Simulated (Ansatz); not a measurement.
# Calculations on WS2

### Relaxation

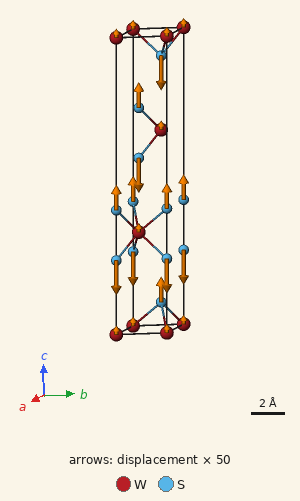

A relaxation of a crystal of WS2 (set up in R3m) (coarse preliminary run). The starting structure is drawn; orange arrows show the displacements (the part carried along by the change of the cell is left out), 50 times their true length.

Style: ball-and-stick. Shown: the conventional cell (3 times the calculation's cell), slightly off an axis. Lengths and directions refer to the drawn axes.

The calculation used Ansatz 0.2.0, DFT PBE+D3(BJ), scalar-relativistic, plane waves, PAW. Settings: plane-wave cutoff 420 eV; k-point mesh 6 × 6 × 6; occupations gaussian; smearing width 0.1 eV; no spin polarisation; cell and atoms relaxed; force threshold 0.05 eV/Å; at most 80 steps.

Which element moves most?

Sulfur: up to 0.044 Å, against 0.012 Å for tungsten.

What happened in the run?

The largest move relative to the cell is that of an S atom, 0.044 Å along −c. Largest moves by element: S 0.044 Å, W 0.012 Å. The drawn cell changes as follows: a = b 3.158 → 3.157 Å (0.0 %), c 18.490 → 18.156 Å (−1.8 %); the volume changes by −1.9 %. Near-neighbour distances that change, for instance: S–W 2.391 → 2.408 Å, S–W 2.415 → 2.409 Å. The space group stays R3m (No. 160). Over 2 accepted moves (3 points after the start) the energy falls by 3.8 meV per atom. The largest force component goes from 0.61 to 0.039 eV/Å. Pressure: 0.55 GPa at the start and −0.19 GPa at the end. The SCF was repeated once at an unchanged geometry on a basis and grid sized afresh for the cell, which shifted the energy by 0.1 meV per atom at most. Cost: 12 s on 1 thread of Arm Neoverse V2, with other jobs on the host, peak memory 0.34 GiB.

### Scan

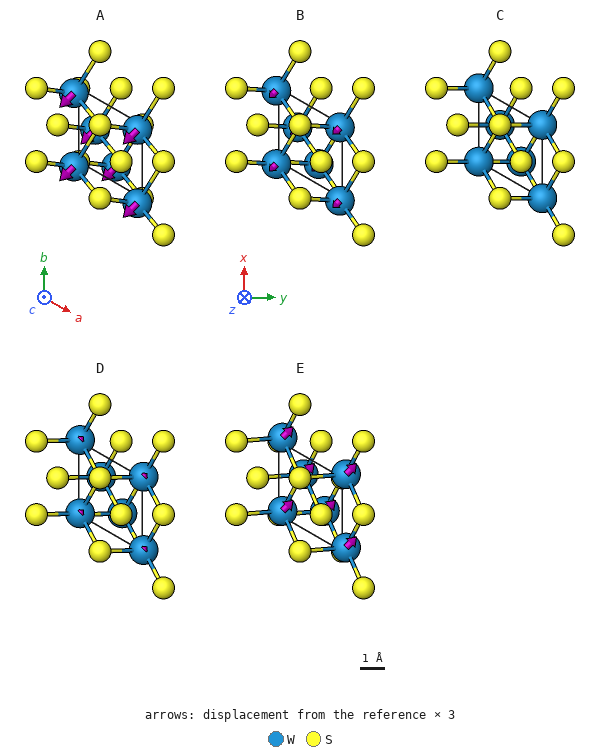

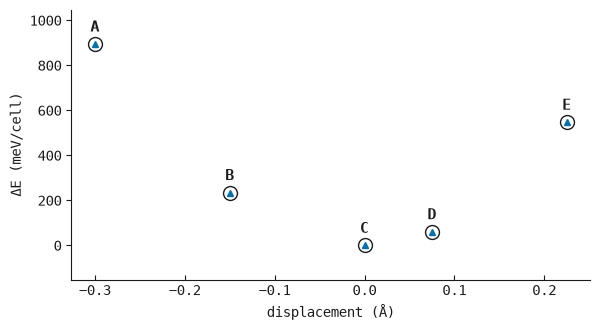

A scan of solid WS2 (R3m): the whole W sublattice is shifted rigidly, along Cartesian [1 1 0], all else fixed. The lettered frames are marked on the plot. A ball-and-stick model of the conventional cell (3 times the calculation's cell), seen along the c axis. Purple arrows: displacements from the reference. Lengths and directions refer to the drawn axes.

The calculation used DFT PBE+D3(BJ), scalar-relativistic, plane waves, PAW in Ansatz. Set-up: plane-wave cutoff 420 eV; k-point mesh 12 × 12 × 12; occupations gaussian; smearing width 0.05 eV; no spin polarisation. Energies (free energies at the smearing named) are counted from the relaxed crystal.

> Read off the main features of the energy profile.

The lowest computed point lies at the displacement 0.00 Å (0 meV/cell). The curvature at zero is about 21 eV/Å² per cell. At the highest point the shortest interatomic distance is 2.26 Å, against 2.41 Å in the reference. The distortion takes the space group from R3m to P1.

### Scan

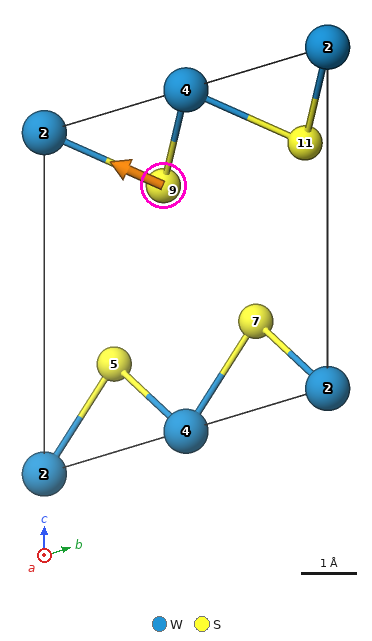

Energy scan for crystalline WS2 (R3m), in which S9 (one in each cell of 12 atoms) is moved towards the nearest copy of atom 2 (W) at 2.408 Å, all else fixed. The picture shows the reference cell. The orange arrows give the direction of positive displacement. The ringed atoms are those of the scanned coordinate. A ball-and-stick model of the cell of the calculation, seen along the a axis.

Computed with Ansatz, DFT PBE+D3(BJ), scalar-relativistic, plane waves, PAW. (plane-wave cutoff 420 eV; k-point mesh 6 × 6 × 6; occupations gaussian; smearing width 0.05 eV; no spin polarisation). Energies (free energies at the smearing named) are counted from the relaxed crystal.

```
W S
1.0
     3.15720   -5.46844    0.00000
     6.31441    0.00000    0.00000
     3.15720   -1.82281    6.03931
W S
4 8
Direct
  0.50066 0.00066 0.99803
  0.00066 0.00066 0.99803
  0.50066 0.50066 0.99803
  0.00066 0.50066 0.99803
  0.74722 0.24722 0.25833
  0.24722 0.24722 0.25833
  0.74722 0.74722 0.25833
  0.24722 0.74722 0.25833
  0.92082 0.42082 0.73753
  0.42082 0.42082 0.73753
  0.92082 0.92082 0.73753
  0.42082 0.92082 0.73753
```

Q: Predict the energy profile (the displacement: −0.45, −0.15, 0.00, 0.30, 0.45 Å).

A:
```
displacement (Å)  ΔE (eV/cell)
           −0.45          0.99
           −0.15          0.14
            0.00          0.00
            0.30          0.90
            0.45          2.46
```

Of the computed points the lowest is at the displacement 0.00 Å, 0.00 eV/cell. At the ends of the scan the energy is 0.99 eV/cell (−0.45 Å) and 2.46 eV/cell (0.45 Å). The curvature at zero is about 17 eV/Å². The well is lopsided: at ±0.45 Å the energy is 2.5 times higher on the positive side. At the highest point the shortest interatomic distance is 1.96 Å, against 2.41 Å in the reference. The distortion takes the space group from R3m to Cm.
